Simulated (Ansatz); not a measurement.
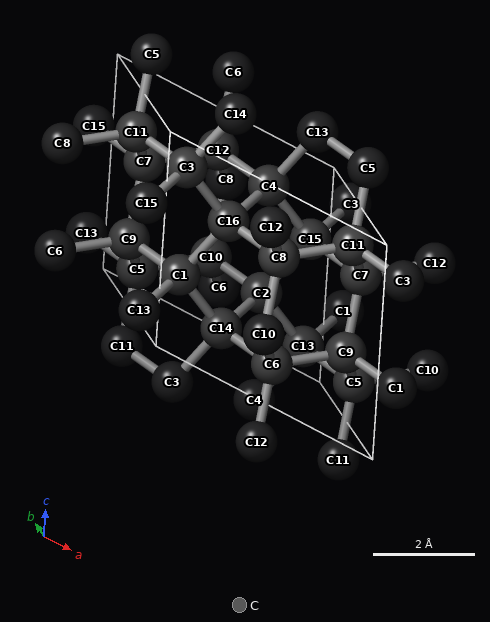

Figure 1. The input geometry (ball-and-stick view of the cell of the calculation, seen slightly off an axis; neighbours outside the cell are drawn fainter; atoms are numbered from 1 in the order of the input). Near neighbours in the crystal (not all of them lie inside the picture): C has 4 C at 1.57 Å.

**Run report: C, molecular dynamics (part 1 of 4)**

- system: C (16 atoms in the cell)
- method: DFT PBEsol, scalar-relativistic, plane waves, PAW, no spin polarisation (Ansatz 0.2.0)

The structure derives from an entry of the Crystallography Open Database. It belongs to a series of runs on one base structure; here: dynamics (NVT, Langevin thermostat) at 1800 K, volume × 1.06. Figures and captions count atoms from 1; the log counts them from 0 in places.

Input:
```yaml
crystal:
  lattice:
    - [1.2857821601, -2.2270400288, -4.1993773704]
    - [1.2857821601, -2.2270400288, 4.1993773704]
    - [-5.1431286405, 1.0e-10, 0.0]
  atoms:
    - { symbol: C, position: [0.1354166667, 0.1979166667, 0.3333333333] }
    - { symbol: C, position: [0.6354166667, 0.6979166667, 0.3333333333] }
    - { symbol: C, position: [0.1354166667, 0.1979166667, 0.8333333333] }
    - { symbol: C, position: [0.6354166667, 0.6979166667, 0.8333333333] }
    - { symbol: C, position: [0.0520833333, 0.6145833333, 0.1666666667] }
    - { symbol: C, position: [0.5520833333, 0.1145833333, 0.1666666667] }
    - { symbol: C, position: [0.0520833333, 0.6145833333, 0.6666666667] }
    - { symbol: C, position: [0.5520833333, 0.1145833333, 0.6666666667] }
    - { symbol: C, position: [0.9479166667, 0.3854166667, 0.3333333333] }
    - { symbol: C, position: [0.4479166667, 0.8854166667, 0.3333333333] }
    - { symbol: C, position: [0.9479166667, 0.3854166667, 0.8333333333] }
    - { symbol: C, position: [0.4479166667, 0.8854166667, 0.8333333333] }
    - { symbol: C, position: [0.8645833333, 0.8020833333, 0.1666666667] }
    - { symbol: C, position: [0.3645833333, 0.3020833333, 0.1666666667] }
    - { symbol: C, position: [0.8645833333, 0.8020833333, 0.6666666667] }
    - { symbol: C, position: [0.3645833333, 0.3020833333, 0.6666666667] }
basis:
  ecutwfc: 420
kpoints:
  mp_grid: { grid: [4, 4, 4], shift: [0.5, 0.5, 0.5] }
hamiltonian:
  xc: pbesol
scf:
  occupations: { method: fermi_dirac, width: 0.1551 }
  lower_state_search: "off"
  convergence: { dr2_threshold: 1.0e-07 }
output:
  forces: true
  stress: true
md:
  timestep: 4.0
  n_steps: 76
  ensemble: nvt_langevin
  temperature: 1800.0
  initial_velocities: maxwell_boltzmann
  seed: 90268
  friction: 0.005
```

Run as:
```bash
ansatz run input.yaml --threads 4 --pin off --max-ram 5120MiB --backend cpu --events-out ev --progress --plain --runs-dir out
```

Output:
```
Warning: md: disabling space-group detection — thermal motion breaks the input geometry's symmetry, so no spatial operation reduces the k-mesh or symmetrises the density; time reversal is kept, so that k and −k are solved as one point where they differ and the mesh holds both, and exact exchange and, on two spinor components, a DFT+U term hold to it where the run has them: on two components no moment then forms, and a state that bears one, which a typed moment (crystal.atoms[].spin; refused beside efield: under a hybrid functional) reaches, can lie lower, under hf by electronvolts; crystal.symmetry.detect: false (a key that needs symmetry detection or time reversal refuses this as the deck is read) with time_reversal: false beside it drops time reversal too
Warning: output.stress: scf.convergence.dr2_threshold = 1e-7 eV (the SCF's general default) is looser than the 1.6e-9 eV advised for a printed stress (1e-10 eV for each atom of the cell: 16). What an SCF threshold leaves in a stress goes as its square root, and in the free energy as the threshold itself, and one threshold admits the most on a small cell: of the crystals measured, under no hybrid functional and no lock of the moments, on runs that ended without the residual-converged pass, on stresses that held no estimate of that error, the worst erred by over 100 MPa in a component at 1e-7 eV an atom and by under 5 at 1e-10. Set scf.convergence.dr2_threshold to 1.6e-9 eV or tighter. The threshold is an SCF's pass mark: one that does not reach it within its budget of iterations ends unconverged, or closes short of it on a stop that the run arms, and scf.convergence.dr2_threshold's page says what that costs each kind of run
band count auto-derived: 49 (N_el = 64.0; filled up to band 32; 48 by the electrons, moments and atoms)
Engine: ansatz 0.2.0, x86_64-unknown-linux-gnu
Pseudopotentials: kind: paw
Pseudopotential: C, paw, valence charge 4, recommended cutoff 420 eV (normal), C.paw.azcp
Functional definition: PBEsol
  exchange = pbesol_x
  correlation = pbesol_c
Crystal: 16 atoms, lattice volume = 96.199 Å³
Basis set: ecut = 420 eV, 1881 PW (Γ), exchange–correlation on 72×72×72 points (8 copies of the dense FFT grid, shifted against one another)
Bands: 49, of which v1, the nominal top of the filled ones, is band 32 counted from 1 (31 counted from 0)
Symmetry: 1 space group operations
k-points: 32 of 64 (time reversal used)
Non-local potential: C, projectors of the file, l = 0: 2, l = 1: 2, l = 2: 1
PAW form: soft (Blöchl's): semilocal exchange-correlation on the pseudo side does not see the compensation charge
PAW frozen core: C, regenerated for the run's functional, and the local potential with it (the file was generated under x = pbe(κ = 0.804, μ = 0.2195149727645171), c = pbe(β = 0.06672455060314922))
PAW one-centre angular grid: C, 110 points (default); XC on 64 Gauss nodes
Initial density: superposition of atomic densities (neutral atoms: chi_scale 0, normalization atom), corrected by the library's trained network
Initial wavefunctions: pseudopotential atomic-orbital guess
Functional: x = pbesol(κ = 0.804, μ = 0.12345679012345678), c = pbesol(β = 0.046)
SCF iter   1: F=—  HF=-3945.696905 eV  |F-HF|=—  |Δ(HF+E_count)|=         —  Δρ=6.21e-3  dr2=2.85e-2  ethr=1.77e-3  ⟨swp⟩=6.1  Hψ=6983  notcnv=0  defer=8
preconditioner: auto → Resta (q_TF=auto, 2.549 Å⁻¹)  ε∞=4.5  [insulator: Δε(μ)=3.734 eV  Ē_g=16.291 eV  σ=0.155 eV  W_gap=1.00  n_scr=18 (ndim 8)  ℏωp=30.3 eV  f_vac=0.000  D(μ)=0.00/eV (n_scr^D=0)  ε∞_Penn≈4.5]
SCF iter   2: F=—  HF=-3945.689562 eV  |F-HF|=—  |Δ(HF+E_count)|=   7.34e-3  Δρ=3.31e-3  dr2=8.35e-3  ethr=4.45e-5  ⟨swp⟩=1.0  Hψ=1825  notcnv=0  defer=8
SCF iter   3: F=—  HF=-3945.686839 eV  |F-HF|=—  |Δ(HF+E_count)|=   2.72e-3  Δρ=3.29e-4  dr2=4.98e-5  ethr=1.30e-5  ⟨swp⟩=2.4  Hψ=2396  notcnv=0  defer=8
SCF iter   4: F=—  HF=-3945.686874 eV  |F-HF|=—  |Δ(HF+E_count)|=   3.48e-5  Δρ=4.72e-5  dr2=1.23e-6  ethr=7.78e-8  ⟨swp⟩=2.5  Hψ=2333  notcnv=0  defer=8
SCF iter   5: F=—  HF=-3945.686874 eV  |F-HF|=—  |Δ(HF+E_count)|=   2.33e-7  Δρ=1.34e-5  dr2=1.15e-7  ethr=1.92e-9  ⟨swp⟩=2.0  Hψ=2256  notcnv=0  defer=8
SCF iter   6: F=-3945.686874 eV  HF=-3945.686874 eV  |F-HF|=5.88e-9  |Δ(HF+E_count)|=   4.38e-8  Δρ=4.05e-6  dr2=1.07e-8  ethr=1.56e-10  ⟨swp⟩=4.0  Hψ=4172  notcnv=0
SCF 1 converged in 6 iterations: F = -3945.686874 eV  dr2 = 1.07e-8
  greatest PAW one-centre occupation: 0.633 electrons in one spin orbital (limit 2), on the C atom at site 4 (counted from 0), in its partial waves of l = 0
md step     0: t =     0.00 fs  T =  1687.5 K  F+E_penalty+E_count = -3945.68687392 eV  E_kin = 3.490020 eV  P_inst = -22.3775 GPa  (6 SCF iters)
Initial density: handed on by an earlier stage of this run
Initial wavefunctions: those handed on with the density
iter 1 solved again at ethr=9.07e-4 eV; its pass at ethr=3.10e-3 eV (dr2=5.81e-1 eV) is discarded
SCF iter   1: F=—  HF=-3944.006820 eV  |F-HF|=—  |Δ(HF+E_count)|=         —  Δρ=2.99e-2  dr2=5.85e-1  ethr=9.07e-4  ⟨swp⟩=1.4  Hψ=9666  notcnv=0
preconditioner: auto → Resta (q_TF=auto, 2.549 Å⁻¹)  ε∞=4.5  [insulator: Δε(μ)=2.954 eV  Ē_g=16.185 eV  σ=0.155 eV  W_gap=1.00  n_scr=18 (ndim 8)  ℏωp=30.3 eV  f_vac=0.000  D(μ)=0.00/eV (n_scr^D=0)  ε∞_Penn≈4.5]
SCF iter   2: F=—  HF=-3943.849646 eV  |F-HF|=—  |Δ(HF+E_count)|=   1.57e-1  Δρ=1.45e-2  dr2=1.11e-1  ethr=9.07e-4  ⟨swp⟩=2.8  Hψ=2370  notcnv=0
SCF iter   3: F=—  HF=-3943.813032 eV  |F-HF|=—  |Δ(HF+E_count)|=   3.66e-2  Δρ=2.16e-3  dr2=2.54e-3  ethr=1.73e-4  ⟨swp⟩=2.7  Hψ=2506  notcnv=0
SCF iter   4: F=—  HF=-3943.812548 eV  |F-HF|=—  |Δ(HF+E_count)|=   4.84e-4  Δρ=4.55e-4  dr2=1.47e-4  ethr=3.96e-6  ⟨swp⟩=2.5  Hψ=2441  notcnv=0
SCF iter   5: F=—  HF=-3943.812549 eV  |F-HF|=—  |Δ(HF+E_count)|=   1.41e-6  Δρ=1.01e-4  dr2=9.30e-6  ethr=2.30e-7  ⟨swp⟩=2.7  Hψ=2528  notcnv=0
SCF iter   6: F=—  HF=-3943.812549 eV  |F-HF|=—  |Δ(HF+E_count)|=   4.73e-7  Δρ=2.88e-5  dr2=6.40e-7  ethr=1.45e-8  ⟨swp⟩=2.2  Hψ=2424  notcnv=0
SCF iter   7: F=-3943.812549 eV  HF=-3943.812549 eV  |F-HF|=1.83e-8  |Δ(HF+E_count)|=   1.51e-7  Δρ=8.23e-6  dr2=5.35e-8  ethr=1.56e-10  ⟨swp⟩=4.8  Hψ=4749  notcnv=0
SCF 2 converged in 7 iterations: F = -3943.812549 eV  dr2 = 5.35e-8
  greatest PAW one-centre occupation: 0.644 electrons in one spin orbital (limit 2), on the C atom at site 1 (counted from 0), in its partial waves of l = 0
md step     1: t =     4.00 fs  T =  1019.8 K  F+E_penalty+E_count = -3943.81254880 eV  E_kin = 2.109209 eV  P_inst = -18.7753 GPa  (7 SCF iters)
[... from here on the SCF iterations and repeated set-up lines of each step are left out, up to the last step ...]
SCF 3 converged in 7 iterations: F = -3941.915041 eV  dr2 = 1.63e-8
md step     2: t =     8.00 fs  T =   347.8 K  F+E_penalty+E_count = -3941.91504123 eV  E_kin = 0.719391 eV  P_inst = -15.8442 GPa  (7 SCF iters)
SCF 4 converged in 7 iterations: F = -3943.099899 eV  dr2 = 2.10e-8
md step     3: t =    12.00 fs  T =   924.2 K  F+E_penalty+E_count = -3943.09989922 eV  E_kin = 1.911478 eV  P_inst = -19.5599 GPa  (7 SCF iters)
SCF 5 converged in 7 iterations: F = -3943.623214 eV  dr2 = 4.77e-8
md step     4: t =    16.00 fs  T =  1200.9 K  F+E_penalty+E_count = -3943.62321375 eV  E_kin = 2.483647 eV  P_inst = -21.4460 GPa  (7 SCF iters)
SCF 6 converged in 7 iterations: F = -3942.860307 eV  dr2 = 8.09e-9
md step     5: t =    20.00 fs  T =   888.8 K  F+E_penalty+E_count = -3942.86030705 eV  E_kin = 1.838178 eV  P_inst = -19.3849 GPa  (7 SCF iters)
SCF 7 converged in 6 iterations: F = -3942.064023 eV  dr2 = 8.98e-8
md step     6: t =    24.00 fs  T =   650.9 K  F+E_penalty+E_count = -3942.06402330 eV  E_kin = 1.346268 eV  P_inst = -16.0917 GPa  (6 SCF iters)
SCF 8 converged in 6 iterations: F = -3943.064814 eV  dr2 = 9.01e-8
md step     7: t =    28.00 fs  T =  1029.1 K  F+E_penalty+E_count = -3943.06481388 eV  E_kin = 2.128444 eV  P_inst = -17.4213 GPa  (6 SCF iters)
SCF 9 converged in 7 iterations: F = -3944.624083 eV  dr2 = 5.13e-8
md step     8: t =    32.00 fs  T =  1766.7 K  F+E_penalty+E_count = -3944.62408277 eV  E_kin = 3.653783 eV  P_inst = -20.4426 GPa  (7 SCF iters)
SCF 10 converged in 7 iterations: F = -3943.669504 eV  dr2 = 3.87e-8
md step     9: t =    36.00 fs  T =  1443.1 K  F+E_penalty+E_count = -3943.66950450 eV  E_kin = 2.984490 eV  P_inst = -18.5448 GPa  (7 SCF iters)
SCF 11 converged in 7 iterations: F = -3942.339655 eV  dr2 = 3.90e-8
md step    10: t =    40.00 fs  T =   811.6 K  F+E_penalty+E_count = -3942.33965456 eV  E_kin = 1.678519 eV  P_inst = -16.1198 GPa  (7 SCF iters)
SCF 12 converged in 7 iterations: F = -3942.324234 eV  dr2 = 2.43e-8
md step    11: t =    44.00 fs  T =   880.5 K  F+E_penalty+E_count = -3942.32423441 eV  E_kin = 1.820931 eV  P_inst = -16.6345 GPa  (7 SCF iters)
SCF 13 converged in 7 iterations: F = -3943.288340 eV  dr2 = 2.66e-8
md step    12: t =    48.00 fs  T =  1302.2 K  F+E_penalty+E_count = -3943.28834022 eV  E_kin = 2.693112 eV  P_inst = -19.0638 GPa  (7 SCF iters)
SCF 14 converged in 7 iterations: F = -3943.708071 eV  dr2 = 3.33e-8
md step    13: t =    52.00 fs  T =  1493.5 K  F+E_penalty+E_count = -3943.70807070 eV  E_kin = 3.088842 eV  P_inst = -19.5503 GPa  (7 SCF iters)
SCF 15 converged in 7 iterations: F = -3942.327749 eV  dr2 = 2.75e-8
md step    14: t =    56.00 fs  T =  1077.4 K  F+E_penalty+E_count = -3942.32774874 eV  E_kin = 2.228293 eV  P_inst = -16.0465 GPa  (7 SCF iters)
SCF 16 converged in 7 iterations: F = -3942.290608 eV  dr2 = 2.94e-8
md step    15: t =    60.00 fs  T =  1128.7 K  F+E_penalty+E_count = -3942.29060823 eV  E_kin = 2.334307 eV  P_inst = -16.4002 GPa  (7 SCF iters)
SCF 17 converged in 7 iterations: F = -3943.447858 eV  dr2 = 1.81e-8
md step    16: t =    64.00 fs  T =  1484.4 K  F+E_penalty+E_count = -3943.44785766 eV  E_kin = 3.069913 eV  P_inst = -18.7437 GPa  (7 SCF iters)
SCF 18 converged in 7 iterations: F = -3943.417122 eV  dr2 = 1.41e-8
md step    17: t =    68.00 fs  T =  1408.1 K  F+E_penalty+E_count = -3943.41712199 eV  E_kin = 2.912076 eV  P_inst = -17.6129 GPa  (7 SCF iters)
SCF 19 converged in 7 iterations: F = -3942.899245 eV  dr2 = 1.19e-8
md step    18: t =    72.00 fs  T =  1159.8 K  F+E_penalty+E_count = -3942.89924528 eV  E_kin = 2.398754 eV  P_inst = -16.9121 GPa  (7 SCF iters)
SCF 20 converged in 7 iterations: F = -3942.747625 eV  dr2 = 2.27e-8
md step    19: t =    76.00 fs  T =  1161.6 K  F+E_penalty+E_count = -3942.74762524 eV  E_kin = 2.402428 eV  P_inst = -17.3291 GPa  (7 SCF iters)
SCF 21 converged in 7 iterations: F = -3943.503715 eV  dr2 = 1.52e-8
md step    20: t =    80.00 fs  T =  1481.8 K  F+E_penalty+E_count = -3943.50371511 eV  E_kin = 3.064695 eV  P_inst = -18.7800 GPa  (7 SCF iters)
SCF 22 converged in 7 iterations: F = -3943.755973 eV  dr2 = 4.77e-8
md step    21: t =    84.00 fs  T =  1477.1 K  F+E_penalty+E_count = -3943.75597316 eV  E_kin = 3.054781 eV  P_inst = -19.2403 GPa  (7 SCF iters)
SCF 23 converged in 7 iterations: F = -3942.699717 eV  dr2 = 1.55e-8
md step    22: t =    88.00 fs  T =  1018.2 K  F+E_penalty+E_count = -3942.69971710 eV  E_kin = 2.105729 eV  P_inst = -16.9345 GPa  (7 SCF iters)
SCF 24 converged in 7 iterations: F = -3942.710547 eV  dr2 = 8.91e-9
md step    23: t =    92.00 fs  T =   969.0 K  F+E_penalty+E_count = -3942.71054740 eV  E_kin = 2.004123 eV  P_inst = -16.9006 GPa  (7 SCF iters)
SCF 25 converged in 7 iterations: F = -3943.772223 eV  dr2 = 2.42e-8
md step    24: t =    96.00 fs  T =  1517.8 K  F+E_penalty+E_count = -3943.77222349 eV  E_kin = 3.139141 eV  P_inst = -19.0376 GPa  (7 SCF iters)
SCF 26 converged in 7 iterations: F = -3943.685170 eV  dr2 = 9.99e-9
md step    25: t =   100.00 fs  T =  1341.4 K  F+E_penalty+E_count = -3943.68517043 eV  E_kin = 2.774316 eV  P_inst = -19.2005 GPa  (7 SCF iters)
SCF 27 converged in 7 iterations: F = -3943.297943 eV  dr2 = 1.23e-8
md step    26: t =   104.00 fs  T =  1235.8 K  F+E_penalty+E_count = -3943.29794304 eV  E_kin = 2.555736 eV  P_inst = -17.1394 GPa  (7 SCF iters)
SCF 28 converged in 7 iterations: F = -3943.159741 eV  dr2 = 1.80e-8
md step    27: t =   108.00 fs  T =  1255.3 K  F+E_penalty+E_count = -3943.15974083 eV  E_kin = 2.596114 eV  P_inst = -15.8651 GPa  (7 SCF iters)
SCF 29 converged in 7 iterations: F = -3943.279847 eV  dr2 = 8.78e-9
md step    28: t =   112.00 fs  T =  1374.6 K  F+E_penalty+E_count = -3943.27984664 eV  E_kin = 2.842980 eV  P_inst = -17.8392 GPa  (7 SCF iters)
SCF 30 converged in 7 iterations: F = -3943.137352 eV  dr2 = 3.37e-8
md step    29: t =   116.00 fs  T =  1300.2 K  F+E_penalty+E_count = -3943.13735245 eV  E_kin = 2.688984 eV  P_inst = -20.0855 GPa  (7 SCF iters)
SCF 31 converged in 7 iterations: F = -3942.649964 eV  dr2 = 3.89e-8
md step    30: t =   120.00 fs  T =  1012.4 K  F+E_penalty+E_count = -3942.64996364 eV  E_kin = 2.093899 eV  P_inst = -19.7549 GPa  (7 SCF iters)
SCF 32 converged in 7 iterations: F = -3942.897563 eV  dr2 = 3.50e-8
md step    31: t =   124.00 fs  T =  1189.4 K  F+E_penalty+E_count = -3942.89756310 eV  E_kin = 2.459954 eV  P_inst = -18.7025 GPa  (7 SCF iters)
SCF 33 converged in 7 iterations: F = -3943.665166 eV  dr2 = 1.98e-8
md step    32: t =   128.00 fs  T =  1598.4 K  F+E_penalty+E_count = -3943.66516650 eV  E_kin = 3.305720 eV  P_inst = -18.8646 GPa  (7 SCF iters)
SCF 34 converged in 7 iterations: F = -3943.365030 eV  dr2 = 2.38e-8
md step    33: t =   132.00 fs  T =  1557.6 K  F+E_penalty+E_count = -3943.36502978 eV  E_kin = 3.221305 eV  P_inst = -17.8081 GPa  (7 SCF iters)
SCF 35 converged in 7 iterations: F = -3943.007124 eV  dr2 = 2.29e-8
md step    34: t =   136.00 fs  T =  1332.0 K  F+E_penalty+E_count = -3943.00712359 eV  E_kin = 2.754700 eV  P_inst = -17.6841 GPa  (7 SCF iters)
SCF 36 converged in 7 iterations: F = -3943.431785 eV  dr2 = 1.65e-8
md step    35: t =   140.00 fs  T =  1482.0 K  F+E_penalty+E_count = -3943.43178516 eV  E_kin = 3.065029 eV  P_inst = -18.7983 GPa  (7 SCF iters)
SCF 37 converged in 7 iterations: F = -3943.827491 eV  dr2 = 4.18e-8
md step    36: t =   144.00 fs  T =  1531.0 K  F+E_penalty+E_count = -3943.82749100 eV  E_kin = 3.166288 eV  P_inst = -19.5159 GPa  (7 SCF iters)
SCF 38 converged in 7 iterations: F = -3943.226850 eV  dr2 = 1.53e-8
md step    37: t =   148.00 fs  T =  1278.6 K  F+E_penalty+E_count = -3943.22684993 eV  E_kin = 2.644334 eV  P_inst = -18.6812 GPa  (7 SCF iters)
SCF 39 converged in 7 iterations: F = -3942.452378 eV  dr2 = 2.36e-8
md step    38: t =   152.00 fs  T =   885.5 K  F+E_penalty+E_count = -3942.45237837 eV  E_kin = 1.831423 eV  P_inst = -18.6551 GPa  (7 SCF iters)
SCF 40 converged in 7 iterations: F = -3942.710054 eV  dr2 = 1.75e-8
md step    39: t =   156.00 fs  T =   967.3 K  F+E_penalty+E_count = -3942.71005419 eV  E_kin = 2.000625 eV  P_inst = -20.4643 GPa  (7 SCF iters)
SCF 41 converged in 7 iterations: F = -3943.481418 eV  dr2 = 2.32e-8
```
